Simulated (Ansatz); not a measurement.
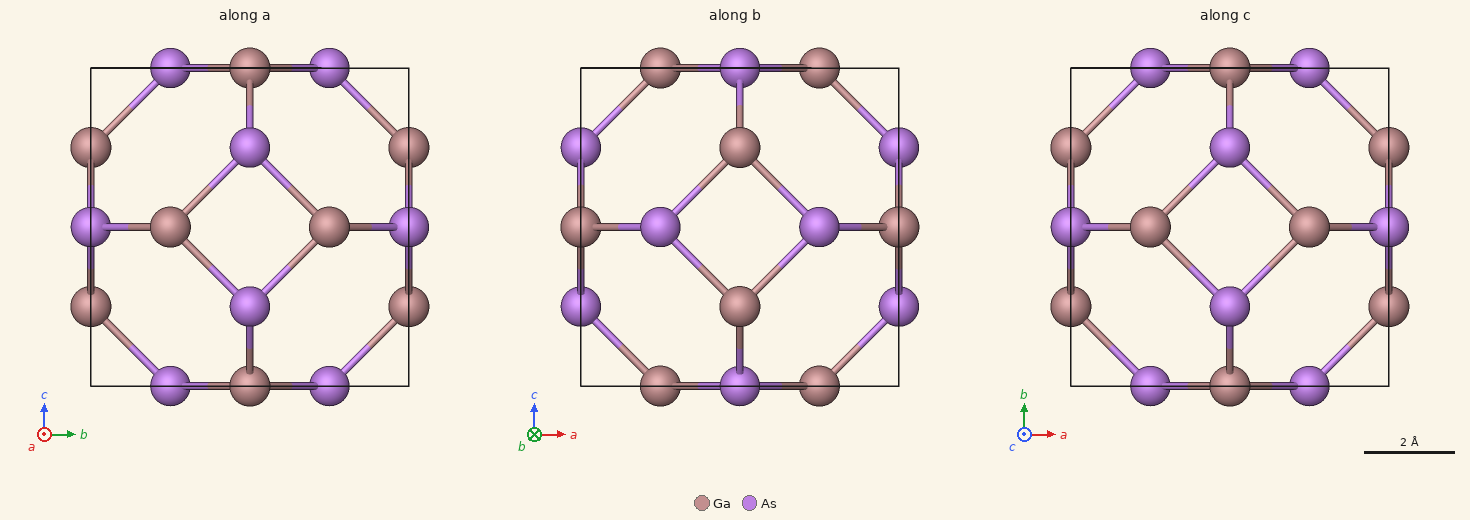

Ball-and-stick representation of a periodic structure, projected along the a axis, along the b axis and along the c axis. Lines trace the edges of the conventional unit cell.

Lattice parameters: a = 7.085 Å, b = 7.085 Å, c = 7.085 Å, α = 90.00°, β = 90.00°, γ = 90.00°. Put a along x and b in the xy plane.

### Put the structure into a POSCAR file.

```
Ga As
1.0
     7.085    0.000    0.000
     0.000    7.085    0.000
     0.000    0.000    7.085
Ga As
6 6
Direct
  0.5000 0.0000 0.7500
  0.7500 0.5000 0.0000
  0.0000 0.7500 0.5000
  0.5000 0.0000 0.2500
  0.2500 0.5000 0.0000
  0.0000 0.2500 0.5000
  0.0000 0.5000 0.7500
  0.7500 0.0000 0.5000
  0.5000 0.7500 0.0000
  0.0000 0.5000 0.2500
  0.2500 0.0000 0.5000
  0.5000 0.2500 0.0000
```

Provenance: a structure type filled with these elements by a generator (whether the compound takes this form wasn't checked). What is shown is the relaxed result from DFT PBE, scalar-relativistic, plane waves, PAW in Ansatz 0.2.0.
